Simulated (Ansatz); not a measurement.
Ag

```yaml
crystal:
  lattice:
    - [6.61272, 0.00000, 0.00000]
    - [0.00000, 6.61272, 0.00000]
    - [0.00000, 0.00000, 6.61272]
  atoms:
    - { symbol: Ag, position: [0.97691, 0.47691, 0.02309] }
    - { symbol: Ag, position: [0.47691, 0.97691, 0.52309] }
    - { symbol: Ag, position: [0.02309, 0.97691, 0.47691] }
    - { symbol: Ag, position: [0.52309, 0.47691, 0.97691] }
    - { symbol: Ag, position: [0.22691, 0.27309, 0.72691] }
    - { symbol: Ag, position: [0.72691, 0.77309, 0.22691] }
    - { symbol: Ag, position: [0.27309, 0.72691, 0.22691] }
    - { symbol: Ag, position: [0.77309, 0.22691, 0.72691] }
    - { symbol: Ag, position: [0.47691, 0.02309, 0.97691] }
    - { symbol: Ag, position: [0.97691, 0.52309, 0.47691] }
    - { symbol: Ag, position: [0.72691, 0.22691, 0.27309] }
    - { symbol: Ag, position: [0.22691, 0.72691, 0.77309] }
    - { symbol: Ag, position: [0.27309, 0.27309, 0.27309] }
    - { symbol: Ag, position: [0.77309, 0.77309, 0.77309] }
    - { symbol: Ag, position: [0.02309, 0.02309, 0.02309] }
    - { symbol: Ag, position: [0.52309, 0.52309, 0.52309] }
```

Space group I-43d; a structure generated by program, which may or may not match a known phase; computed pressure about −3 GPa in this cell.

Level of theory: DFT r2SCAN, scalar-relativistic, plane waves, PAW (Ansatz 0.2.0).

Predict the valence pseudo-density and electron localisation function between the atoms.

Answer. Ag–Ag (2.86 Å): ρ at the midpoint is about 0.21 e/Å³; the ELF is about 0.15 at the midpoint: no localised pair shows between them.
Ag–Ag (3.02 Å): the density is about 0.17 e/Å³ at the midpoint; the ELF is about 0.15 at the midpoint: no shared electron pair shows on this line.

Metal or insulator at this level of theory?

Answer. It is metallic or semimetallic at this level of theory: no gap opens.

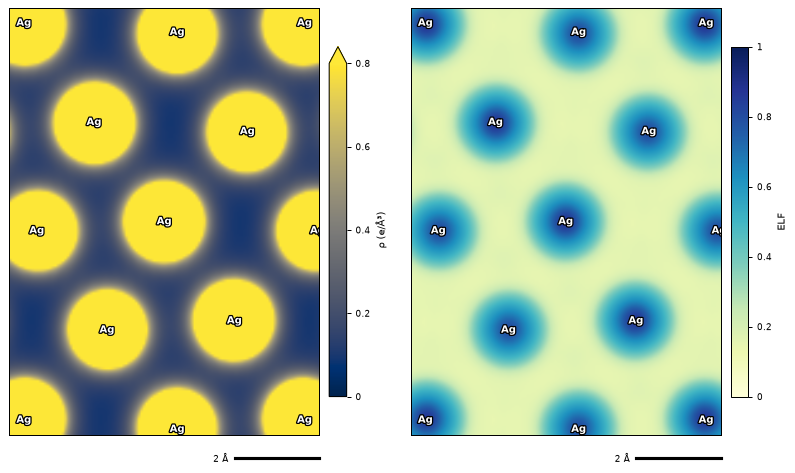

Computed valence pseudo-density and electron localisation function on the (011) plane of the conventional cell, in this order. 
